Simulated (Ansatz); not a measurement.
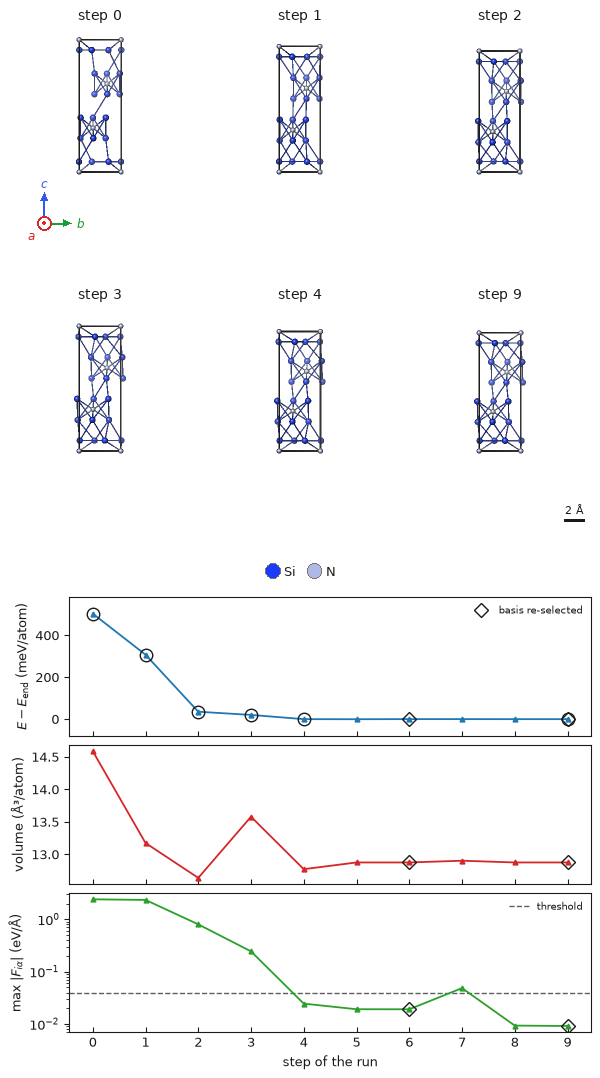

Frames of a relaxation of a crystal of Si₆N (a generated structure, set up in R-3) (coarse preliminary run), marked on the history of the run. The picture is a ball-and-stick view of the conventional cell (3 times the calculation's cell), seen along the a axis. Lengths and directions refer to the drawn axes.

Level of theory: DFT PBE, scalar-relativistic, plane waves, PAW in Ansatz 0.2.0.

Input file:
```yaml
crystal:
  lattice:
    - [2.53076581, 1.46113832, 4.60272173]
    - [-2.53076581, 1.46113832, 4.60272173]
    - [0.0, -2.92227664, 4.60272173]
  atoms:
    - { symbol: Si, position: [0.77519365, 0.37630159, 0.08190048] }
    - { symbol: Si, position: [0.22480635, 0.62369841, 0.91809952] }
    - { symbol: Si, position: [0.37630159, 0.08190048, 0.77519365] }
    - { symbol: Si, position: [0.08190048, 0.77519365, 0.37630159] }
    - { symbol: Si, position: [0.62369841, 0.91809952, 0.22480635] }
    - { symbol: Si, position: [0.91809952, 0.22480635, 0.62369841] }
    - { symbol: "N", position: [0.0, 0.0, 0.0] }
basis:
  ecutwfc: 420
kpoints:
  mp_grid: { grid: [6, 6, 6] }
hamiltonian:
  xc: pbe
scf:
  occupations: { method: gaussian, width: 0.1 }
  lower_state_search: "off"
output:
  forces: true
  stress: true
  eigenvalues: true
relax:
  adjacent_minimum: "off"
  f_tol: 0.04
  max_steps: 70
  cell: { stress_tol: 0.4 }
```

Launched with:
```bash
ansatz run input.yaml --threads 1 --pin off --max-ram 2560MiB --backend cpu --events-out ev --progress --plain --runs-dir out
```

What happens along the run?

The largest moves relative to the cell, 0.38 Å, are those of Si1, Si2, Si3, Si4, Si5 and Si6. Si5 goes in a general direction near [−3 −2 0]. N stays in place. The drawn cell changes as follows: a = b 5.062 → 5.030 Å (−0.6 %), c 13.808 → 12.341 Å (−10.6 %); the volume changes by −11.7 %. Among the contacts that change: Si1–Si3 2.635 → 3.245 Å, Si1–Si5 3.021 → 2.564 Å, Si1–Si2 2.949 → 2.499 Å, Si1–Si3 (another image) 3.102 → 2.664 Å. Among the angles between lasting bonds that change: Si1–N7–Si5 89.9° → 82.5°, Si1–N7–Si3 90.1° → 97.5°. The space group stays R-3 (No. 148). Over 7 accepted moves (9 points after the start) the energy falls by 504 meV per atom. The largest force component goes from 2.4 to 0.0092 eV/Å. Pressure: 10.54 GPa at the start and 0.02 GPa at the end. At 2 points the geometry stayed and the basis and grid were re-selected for the new cell (energy shift of 0.5 meV per atom at most each time). From step 0 to 1: Si atoms move most (0.11 Å), volume −9.7 %, energy −196 meV per atom. From step 1 to 2: Si atoms move most (0.19 Å), volume −4.1 %, energy −272 meV per atom. From step 2 to 3: Si atoms move most (0.12 Å), volume +7.4 %, energy −15.1 meV per atom. From step 3 to 4: Si atoms move most (0.03 Å), volume −5.9 %, energy −20.2 meV per atom. From step 4 to 9: volume +0.8 %, energy 0.0 meV per atom.
